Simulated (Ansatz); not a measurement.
**C32H: nudged elastic band (part 1 of 5)**

C32H (defect cell, 33 atoms in the cell), computed with DFT PBE+D3(BJ), scalar-relativistic, plane waves, PAW, spin-polarised (Ansatz 0.2.0).

The structure derives from a Materials Project entry. It belongs to a series of runs on one base structure; here: climbing-image band for the jump of H by 1.52 A.

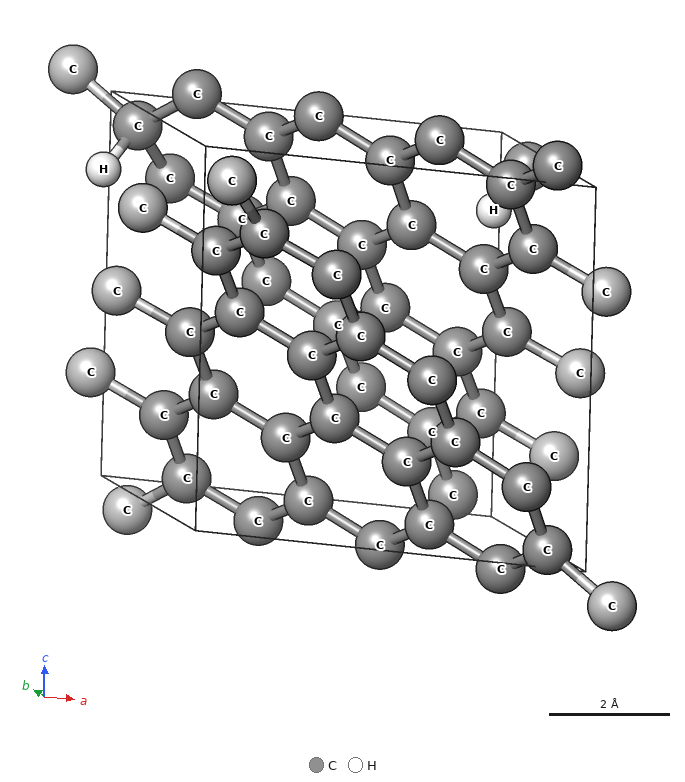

**Figure 1.** The input geometry (ball-and-stick view of the cell of the calculation, seen slightly off an axis; neighbours outside the cell are drawn fainter). Near neighbours in the crystal (not all of them lie inside the picture): C has 3 C at 1.40 to 1.49 Å; C has 3 C at 1.49 Å and 1 H at 1.12 Å; H has 1 C at 1.12 Å.

Input file:
```yaml
crystal:
  lattice:
    - [5.6709571555, 0.0, -3.4026574436]
    - [-2.867743478, -4.9298468454, -3.3594911955]
    - [-2.867743478, 4.9298468454, -3.3594911955]
  atoms:
    - { symbol: C, position: [0.4199298076, 0.044982189, 0.5438520134], spin: 0.02 }
    - { symbol: C, position: [0.662903241, 0.7885122992, 0.5377167941], spin: 0.07 }
    - { symbol: C, position: [0.91372738, 0.5378246198, 0.5377919398], spin: 0.07 }
    - { symbol: C, position: [0.4202314031, 0.2949236133, 0.2948760912], spin: 0.05 }
    - { symbol: C, position: [0.1702025793, 0.2947475673, 0.5438250072], spin: 0.02 }
    - { symbol: C, position: [0.6693601338, 0.0451351463, 0.2948696866], spin: 0.02 }
    - { symbol: C, position: [0.9144575496, 0.7892305843, 0.28943303], spin: 0.08 }
    - { symbol: C, position: [0.4199254625, 0.5439100588, 0.0449550657], spin: 0.02 }
    - { symbol: C, position: [0.17022197, 0.5438939109, 0.2947362108], spin: 0.02 }
    - { symbol: C, position: [0.6693501132, 0.2948758377, 0.0450895918], spin: 0.02 }
    - { symbol: C, position: [0.9105094003, 0.0412122819, 0.0412006692], spin: 0.12 }
    - { symbol: C, position: [0.4143110734, 0.7889575535, 0.7889271958], spin: 0.08 }
    - { symbol: C, position: [0.166069073, 0.7849299421, 0.0408936559], spin: 0.11 }
    - { symbol: C, position: [0.6628547989, 0.5377002023, 0.7884566792], spin: 0.07 }
    - { symbol: C, position: [0.9144126961, 0.2894153978, 0.7891552577], spin: 0.08 }
    - { symbol: C, position: [0.1660356253, 0.0408741709, 0.7848343819], spin: 0.11 }
    - { symbol: C, position: [0.5847720896, 0.9597887375, 0.4595328479], spin: -0.02 }
    - { symbol: C, position: [0.8296705719, 0.704512211, 0.4532891429], spin: -0.02 }
    - { symbol: C, position: [0.0849669512, 0.459607907, 0.4595731454], spin: -0.02 }
    - { symbol: C, position: [0.5870172378, 0.212154218, 0.212117806], spin: -0.02 }
    - { symbol: C, position: [0.3372546865, 0.2119982674, 0.4614486003], spin: -0.02 }
    - { symbol: C, position: [0.8332175277, 0.9597787848, 0.2084515371], spin: -0.02 }
    - { symbol: C, position: [0.0848077078, 0.7077159883, 0.2082912591], spin: -0.02 }
    - { symbol: C, position: [0.5847260785, 0.4595212429, 0.9597367925], spin: -0.02 }
    - { symbol: C, position: [0.3372695462, 0.4615231162, 0.2119764604], spin: -0.02 }
    - { symbol: C, position: [0.8332140232, 0.2084607507, 0.9597378892], spin: -0.02 }
    - { symbol: C, position: [0.0515942522, 0.9265196475, 0.9265048365] }
    - { symbol: C, position: [0.5782771285, 0.7043475263, 0.7043279026], spin: -0.02 }
    - { symbol: C, position: [0.3333810236, 0.7076934202, 0.9595000501], spin: -0.02 }
    - { symbol: C, position: [0.8296450886, 0.4533027718, 0.7044673115], spin: -0.02 }
    - { symbol: C, position: [0.0847668571, 0.2082820455, 0.7076315225], spin: -0.02 }
    - { symbol: C, position: [0.3333615028, 0.9595016238, 0.7076141115], spin: -0.02 }
    - { symbol: H, position: [0.9402710713, 0.8163086419, 0.816352347], spin: 0.08 }
basis:
  ecutwfc: 420
  xc_grid: 2
kpoints:
  mp_grid: { grid: [2, 2, 2], shift: [0.5, 0.5, 0.5] }
hamiltonian:
  xc: pbe
  dispersion: d3bj
scf:
  occupations: { method: gaussian, width: 0.02 }
output:
  forces: true
magnetization:
  spin_polarized: true
neb:
  images: 5
  f_tol: 0.05
  max_iterations: 70
  order_check: false
  final_atoms:
    - { symbol: C, position: [0.4152739215, 0.0404787571, 0.5402632075] }
    - { symbol: C, position: [0.6666189764, 0.7923065798, 0.5404999499] }
    - { symbol: C, position: [0.9484057478, 0.5734803525, 0.5734951635] }
    - { symbol: C, position: [0.4129827622, 0.287845782, 0.287882194] }
    - { symbol: C, position: [0.1667859768, 0.2915392493, 0.5402621108] }
    - { symbol: C, position: [0.6627304538, 0.0384768838, 0.2880235396] }
    - { symbol: C, position: [0.9151922922, 0.7922840117, 0.2917087409] }
    - { symbol: C, position: [0.4152279104, 0.5402112625, 0.0404671521] }
    - { symbol: C, position: [0.1667824723, 0.5402212152, 0.2915484629] }
    - { symbol: C, position: [0.6627453135, 0.2880017326, 0.0385513997] }
    - { symbol: C, position: [0.9150330488, 0.040392093, 0.0404268546] }
    - { symbol: C, position: [0.4217228715, 0.7956524737, 0.7956720974] }
    - { symbol: C, position: [0.1703294281, 0.795487789, 0.0467108571] }
    - { symbol: C, position: [0.6666384972, 0.5404983762, 0.7923858885] }
    - { symbol: C, position: [0.9152331429, 0.2917179545, 0.7923684775] }
    - { symbol: C, position: [0.1703549114, 0.0466972282, 0.7955326885] }
    - { symbol: C, position: [0.5800745375, 0.9560899412, 0.4550449343] }
    - { symbol: C, position: [0.833930927, 0.7150700579, 0.4591063441] }
    - { symbol: C, position: [0.0894905997, 0.4587877181, 0.4587993308] }
    - { symbol: C, position: [0.5797685969, 0.2050763867, 0.2051239088] }
    - { symbol: C, position: [0.3306498868, 0.2051241623, 0.4549104082] }
    - { symbol: C, position: [0.82977803, 0.9561060891, 0.2052637892] }
    - { symbol: C, position: [0.0855424504, 0.7107694157, 0.21056697] }
    - { symbol: C, position: [0.5800701924, 0.455017811, 0.9561479866] }
    - { symbol: C, position: [0.3306398662, 0.4548648537, 0.2051303134] }
    - { symbol: C, position: [0.8297974207, 0.2052524327, 0.9561749928] }
    - { symbol: C, position: [0.08627262, 0.9621753802, 0.9622080602] }
    - { symbol: C, position: [0.5856889266, 0.7110424465, 0.7110728042] }
    - { symbol: C, position: [0.337096759, 0.7114877008, 0.9622832059] }
    - { symbol: C, position: [0.8339643747, 0.4591258291, 0.7151656181] }
    - { symbol: C, position: [0.0855873039, 0.2105846022, 0.7108447423] }
    - { symbol: C, position: [0.3371452011, 0.9622997977, 0.7115433208] }
    - { symbol: H, position: [1.0597289287, 0.6836913581, 0.683647653] }
```

Machine: 4 threads of Intel Xeon @ 2.60GHz (Ice Lake), 24 GiB of memory available, shared host.

Run as:
```bash
ansatz run input.yaml --threads 4 --pin off --max-ram 8192MiB --backend cpu --events-out ev --progress --plain --runs-dir out
```

Output:
```
Warning: neb: disabling space-group detection — the band's intermediate images generally break the endpoint symmetry, so no spatial operation reduces the k-mesh or symmetrises the density, except that a semilocal band can use its path's symmetry ahead of convergence; time reversal is kept, so that k and −k are solved as one point where they differ and the mesh holds both, and exact exchange and, on two spinor components, a DFT+U term hold to it where the run has them: on two components no moment then forms, and a state that bears one, which a typed moment (crystal.atoms[].spin; refused beside efield: under a hybrid functional) reaches, can lie lower, under hf by electronvolts; crystal.symmetry.detect: false (a key that needs symmetry detection or time reversal refuses this as the deck is read) with time_reversal: false beside it drops time reversal too
Engine: ansatz 0.2.0, x86_64-unknown-linux-gnu
Pseudopotentials: kind: paw
Pseudopotential: C, paw, valence charge 4, recommended cutoff 420 eV (normal), C.paw.azcp
Pseudopotential: H, paw, valence charge 1, recommended cutoff 420 eV (normal), H.paw.azcp
Functional definition: PBE
  parameter kappa = 0.804
  parameter beta = 0.06672455060314922
  exchange = pbe_x(kappa = kappa, mu = beta*pi^2/3)
  correlation = pbe_c(beta = beta)
parallel-image band execution: 2 concurrent image workers
NEB image 0
Crystal: 33 atoms, lattice volume = 284.053 Å³
Basis set: ecut = 420 eV, 5517 PW (Γ), exchange–correlation on 90×90×90 points (8 copies of the dense FFT grid, shifted against one another)
Bands: 99, of which v1, the nominal top of the filled ones, is band 65 counted from 1 (64 counted from 0)
Symmetry: 1 space group operations
k-points: 4 of 8 (time reversal used)
Non-local potential: C, projectors of the file, l = 0: 2, l = 1: 2, l = 2: 1
Non-local potential: H, projectors of the file, l = 0: 2, l = 1: 1
PAW form: soft (Blöchl's): semilocal exchange-correlation on the pseudo side does not see the compensation charge
PAW one-centre angular grid: C, 110 points (default); XC on 64 Gauss nodes
PAW one-centre angular grid: H, 110 points (default); XC on 64 Gauss nodes
Initial density: superposition of atomic densities (chi_scale 0.1, normalization cell)
Starting moments: Σ|m| = 1.34 μB on 32 of 33 sites
Initial wavefunctions: pseudopotential atomic-orbital guess
Functional: x = pbe(κ = 0.804, μ = 0.2195149727645171), c = pbe(β = 0.06672455060314922)
SCF iter   1: F=—  HF=-8065.734145 eV  |F-HF|=—  |Δ(HF+E_count)|=         —  Δρ=6.58e-2 (↑6.48e-2 ↓6.58e-2)  dr2=4.23e1  dr2_m=1.04e-2  M=0.590 μB ∫|m|=0.800 μB  β_m=0.30  ethr=3.10e-3  ⟨swp⟩=6.0  Hψ=3460  notcnv=0  defer=86
preconditioner: auto → Resta (q_TF=auto, 2.392 Å⁻¹)  ε∞=3.3  [insulator: Δε(μ)=0.100 eV  Ē_g=16.387 eV  σ=0.020 eV  W_gap=0.72  n_scr=74 (ndim 8)  ℏωp=25.0 eV  f_vac=0.000  D(μ)=22.28/eV (n_scr^D=244)  ε∞_Penn≈3.3]
spin=Collinear: Resta preconditioning applied to the charge; magnetization (m = ρ↑ − ρ↓) channel mixes plain (no charge-response kernel on spin).
SCF iter   2: F=—  HF=-8057.525441 eV  |F-HF|=—  |Δ(HF+E_count)|=    8.21e0  Δρ=4.61e-2 (↑4.57e-2 ↓4.61e-2)  dr2=2.15e1  dr2_m=1.79e-2  M=0.924 μB ∫|m|=1.118 μB  β_m=0.30  ethr=3.10e-3  ⟨swp⟩=2.0  Hψ=1400  notcnv=0  defer=226
SCF iter   3: F=—  HF=-8048.985266 eV  |F-HF|=—  |Δ(HF+E_count)|=    8.54e0  Δρ=7.17e-3 (↑7.01e-3 ↓7.17e-3)  dr2=2.80e-1  dr2_m=1.29e-2  M=1.000 μB ∫|m|=1.213 μB  β_m=0.30  ethr=3.10e-3  ⟨swp⟩=3.0  Hψ=1179  notcnv=0  defer=226
SCF iter   4: F=—  HF=-8049.071916 eV  |F-HF|=—  |Δ(HF+E_count)|=   8.67e-2  Δρ=4.84e-3 (↑4.78e-3 ↓4.84e-3)  dr2=1.33e-1  dr2_m=8.04e-3  M=1.000 μB ∫|m|=1.258 μB  β_m=0.30  ethr=2.17e-4  ⟨swp⟩=2.0  Hψ=971  notcnv=0  defer=226
SCF iter   5: F=—  HF=-8049.166081 eV  |F-HF|=—  |Δ(HF+E_count)|=   9.42e-2  Δρ=1.80e-3 (↑1.76e-3 ↓1.80e-3)  dr2=1.40e-2  dr2_m=5.20e-3  M=1.000 μB ∫|m|=1.297 μB  β_m=1.00  ethr=1.03e-4  ⟨swp⟩=2.0  Hψ=1131  notcnv=0  defer=226
SCF iter   6: F=—  HF=-8049.174637 eV  |F-HF|=—  |Δ(HF+E_count)|=   8.56e-3  Δρ=9.61e-4 (↑8.50e-4 ↓9.61e-4)  dr2=4.39e-3  dr2_m=7.75e-4  M=1.000 μB ∫|m|=1.418 μB  β_m=1.00  ethr=1.08e-5  ⟨swp⟩=2.0  Hψ=1131  notcnv=0  defer=226
SCF iter   7: F=—  HF=-8049.179735 eV  |F-HF|=—  |Δ(HF+E_count)|=   5.10e-3  Δρ=4.25e-4 (↑4.25e-4 ↓3.64e-4)  dr2=5.55e-4  dr2_m=1.93e-4  M=1.000 μB ∫|m|=1.487 μB  β_m=1.00  ethr=3.41e-6  ⟨swp⟩=2.0  Hψ=1118  notcnv=0  defer=226
SCF iter   8: F=—  HF=-8049.180924 eV  |F-HF|=—  |Δ(HF+E_count)|=   1.19e-3  Δρ=1.75e-4 (↑1.54e-4 ↓1.75e-4)  dr2=7.87e-5  dr2_m=5.15e-5  M=1.000 μB ∫|m|=1.524 μB  β_m=0.30  ethr=4.30e-7  ⟨swp⟩=2.0  Hψ=1082  notcnv=0  defer=226
Mixer restart at iter 8: flushing history
spin-set hold released at iteration 8 (site moments contracting): the magnetisation degrees of freedom join the quasi-Newton model from the next iteration; the mixer history was flushed
SCF iter   9: F=—  HF=-8049.181040 eV  |F-HF|=—  |Δ(HF+E_count)|=   1.16e-4  Δρ=1.42e-4 (↑1.36e-4 ↓1.42e-4)  dr2=3.91e-5  dr2_m=4.02e-5  M=1.000 μB ∫|m|=1.531 μB  β_m=0.65  ethr=6.10e-8  ⟨swp⟩=2.0  Hψ=815  notcnv=0  defer=226
SCF iter  10: F=—  HF=-8049.181324 eV  |F-HF|=—  |Δ(HF+E_count)|=   2.84e-4  Δρ=6.21e-5 (↑4.09e-5 ↓6.21e-5)  dr2=1.76e-6  dr2_m=6.71e-6  M=1.000 μB ∫|m|=1.557 μB  β_m=0.80  ethr=3.03e-8  ⟨swp⟩=2.1  Hψ=1083  notcnv=0  defer=226
SCF iter  11: F=—  HF=-8049.181336 eV  |F-HF|=—  |Δ(HF+E_count)|=   1.15e-5  Δρ=3.48e-5 (↑3.48e-5 ↓1.57e-5)  dr2=1.18e-6  dr2_m=1.60e-6  M=1.000 μB ∫|m|=1.565 μB  β_m=0.89  ethr=1.36e-9  ⟨swp⟩=3.4  Hψ=1353  notcnv=0  defer=226
SCF iter  12: F=—  HF=-8049.181339 eV  |F-HF|=—  |Δ(HF+E_count)|=   3.18e-6  Δρ=8.02e-6 (↑4.29e-6 ↓8.02e-6)  dr2=1.73e-7  dr2_m=6.21e-8  M=1.000 μB ∫|m|=1.571 μB  β_m=0.83  ethr=9.17e-10  ⟨swp⟩=3.0  Hψ=1329  notcnv=0  defer=226
iter 13 did not close the SCF: its close was put off for a magnetic moment that had not settled (scf_convergence_deferred on its scf_iter line)
SCF iter  13: F=-8049.181339 eV  HF=-8049.181339 eV  |F-HF|=1.04e-8  |Δ(HF+E_count)|=   8.26e-8  Δρ=1.92e-6 (↑1.92e-6 ↓1.48e-6)  dr2=9.68e-9  dr2_m=3.80e-9  M=1.000 μB ∫|m|=1.572 μB  β_m=0.92  ethr=7.75e-11  ⟨swp⟩=4.0  Hψ=2253  notcnv=0
iter 14 did not close the SCF: its close was put off for a magnetic moment that had not settled (scf_convergence_deferred on its scf_iter line)
SCF iter  14: F=-8049.181339 eV  HF=-8049.181339 eV  |F-HF|=6.15e-10  |Δ(HF+E_count)|=   1.47e-8  Δρ=4.99e-7 (↑3.99e-7 ↓4.99e-7)  dr2=1.02e-9  dr2_m=3.00e-10  M=1.000 μB ∫|m|=1.573 μB  β_m=0.96  ethr=7.50e-12  ⟨swp⟩=1.0  Hψ=1906  notcnv=0
SCF iter  15: F=-8049.181339 eV  HF=-8049.181339 eV  |F-HF|=1.10e-10  |Δ(HF+E_count)|=   1.17e-9  Δρ=2.03e-7 (↑2.03e-7 ↓9.14e-8)  dr2=2.09e-10  dr2_m=2.05e-11  M=1.000 μB ∫|m|=1.573 μB  ethr=1.00e-12  ⟨swp⟩=1.0  Hψ=1906  notcnv=0
SCF 1 converged in 15 iterations: F = -8049.181339 eV  dr2 = 2.09e-10
  greatest PAW one-centre occupation: 0.676 electrons in one spin orbital (limit 2), on the C atom at site 10 (counted from 0), in its partial waves of l = 0
NSCF: frozen V_eff on 4 k-points
NEB image 6
```
